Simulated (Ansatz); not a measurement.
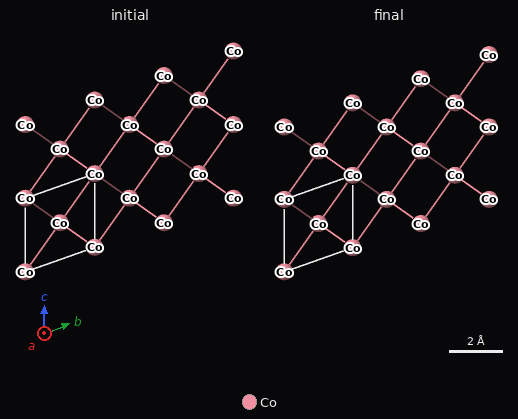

The structure of solid Co (a generated structure, set up in Pm-3m) before (left) and after (right) a relaxation, at one scale.

Style: ball-and-stick. Shown: the cell of the calculation, repeated 1 × 3 × 2 with one cell outlined, along the a axis.

Phase: simple cubic.

Theory: Ansatz, DFT, r2SCAN, plane waves (500 eV) with PAW, scalar-relativistic.

The input:
```yaml
crystal:
  lattice:
    - [0.0, 2.286848805, 2.286848805]
    - [2.286848805, 0.0, 2.286848805]
    - [2.286848805, 2.286848805, 0.0]
  atoms:
    - { symbol: Co, position: [0.0, 0.0, 0.0], spin: 1.7 }
    - { symbol: Co, position: [0.5, 0.5, 0.5], spin: -1.7 }
hamiltonian:
  xc: r2scan
  pseudopotentials:
    kind: paw
    azcp:
      Co: "pseudopotentials/Co.paw.azcp"
basis:
  ecutwfc: 500
  fft_grid_basis: typed
kpoints:
  mp_grid: { grid: [12, 12, 12], shift: [0, 0, 0] }
magnetization:
  spin_polarized: true
scf:
  occupations: { method: fermi_dirac, width: 0.05 }
relax:
  max_steps: 60
  f_tol: 0.01
  cell: {}
```

Command:
```bash
ansatz run input.yaml --threads 1 --pin off --max-ram 3584MiB --backend cpu --events-out ev --progress --plain --runs-dir out
```

Question: Summarise the run.

Answer: After 4 accepted moves (6 points after the start) the energy has fallen by 16.9 meV per atom. All forces vanish by symmetry, so only the cell relaxes. Pressure: −9.07 GPa at the start and 0.00 GPa at the end. The SCF was repeated twice at an unchanged geometry on a basis and grid sized afresh for the cell, which shifted the energy by 0.5 meV per atom at most. No atom moves by more than 0.005 Å relative to the cell. The drawn cell changes as follows: a = b = c 3.234 → 3.182 Å (−1.6 %); the volume changes by −4.8 %. Some distances before and after: Co1–Co2 2.287 → 2.250 Å. The space group stays Pm-3m (No. 221). The program noted that the starting moments weren't kept. The run took 89 s on 1 thread of Intel(R) Xeon(R) Platinum 8259CL CPU @ 2.50GHz (Skylake/Cascade Lake), with other jobs on the host, peak memory 0.55 GiB.
